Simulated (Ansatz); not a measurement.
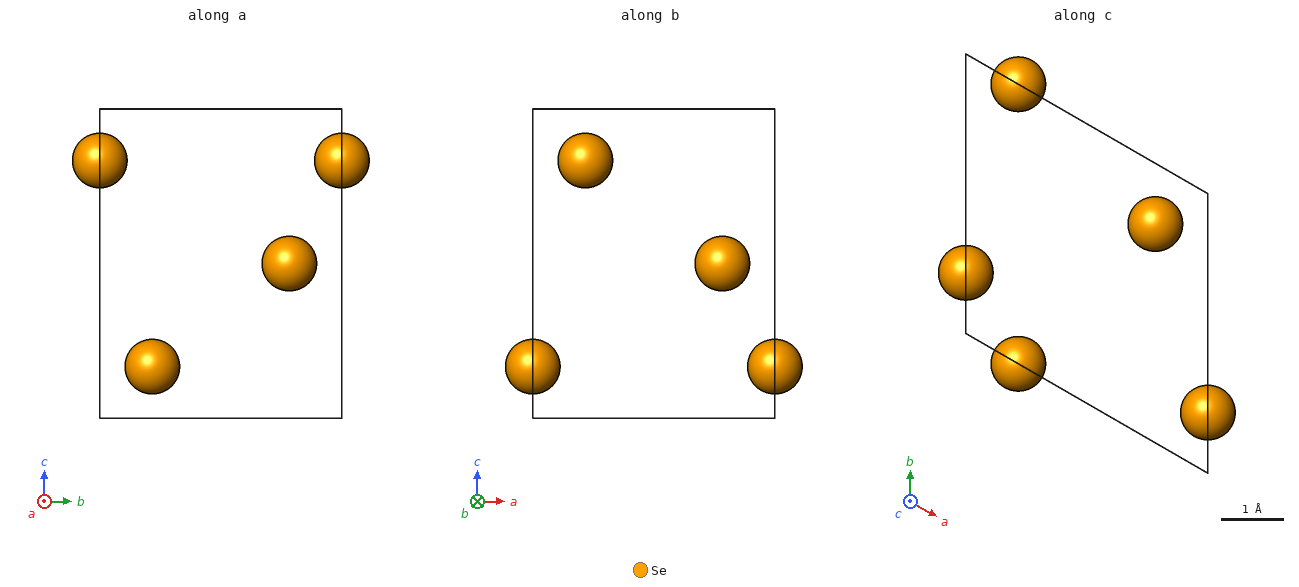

The image is a ball-and-stick drawing of a crystal, viewed along the a axis, along the b axis and along the c axis. One conventional unit cell is framed, with atoms on its boundary repeated.

Lattice parameters: a = 4.5099 Å, b = 4.5099 Å, c = 4.9872 Å, α = 90.000°, β = 90.000°, γ = 120.000°.

**Transcribe the picture into a CIF with its space group and independent sites, with free fractional coordinates to two decimals.**

```cif
data_structure
_symmetry_space_group_name_H-M 'P 31 2 1'
_symmetry_Int_Tables_number 152
_cell_length_a 4.5099
_cell_length_b 4.5099
_cell_length_c 4.9872
_cell_angle_alpha 90.000
_cell_angle_beta 90.000
_cell_angle_gamma 120.000
_cell_volume 87.84
loop_
_atom_site_label
_atom_site_type_symbol
_atom_site_symmetry_multiplicity
_atom_site_Wyckoff_symbol
_atom_site_fract_x
_atom_site_fract_y
_atom_site_fract_z
_atom_site_occupancy
Se1 Se 3 b 0.22 0.00 0.8333 1
```

Source of the structure: a structure type known for this element. Earlier steps of the study may have refined or changed the cell and positions. It was run through Ansatz as a DFT input.
